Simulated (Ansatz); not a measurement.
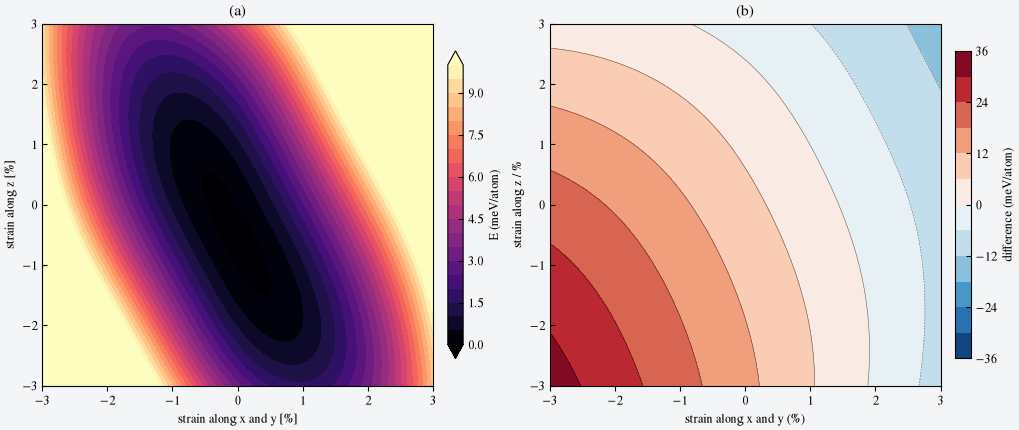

Al (Fm-3m, No. 225; 1 atom in the cell). The cell is strained homogeneously, by one strain along x and y and another along z, with fractional coordinates fixed (x, y and z along the cube axes). First axis: strain along x and y. Second axis: strain along z. Grid: 5 × 5 points. All energies are given in meV/atom relative to each map's own lowest point. The reference cell is the one listed in the database, not relaxed at this level. Level of theory: Ansatz, DFT PBE, scalar-relativistic, plane waves, PAW. Settings: cutoff 420 eV, k-mesh 20×20×20, gaussian smearing 0.15 eV, no spin polarisation.

Panel (a): Ansatz, DFT PBE, scalar-relativistic, plane waves, PAW. Panel (b): the map at DFT PBEsol, scalar-relativistic, plane waves, PAW (Ansatz) less the map of (a), each from its own lowest point.

### How does the change of method alter the landscape?

The difference runs from −14.4 meV/atom at strain along x and y = 3.0 %, strain along z = 3.0 % to 32.9 meV/atom at strain along x and y = −3.0 %, strain along z = −3.0 %.
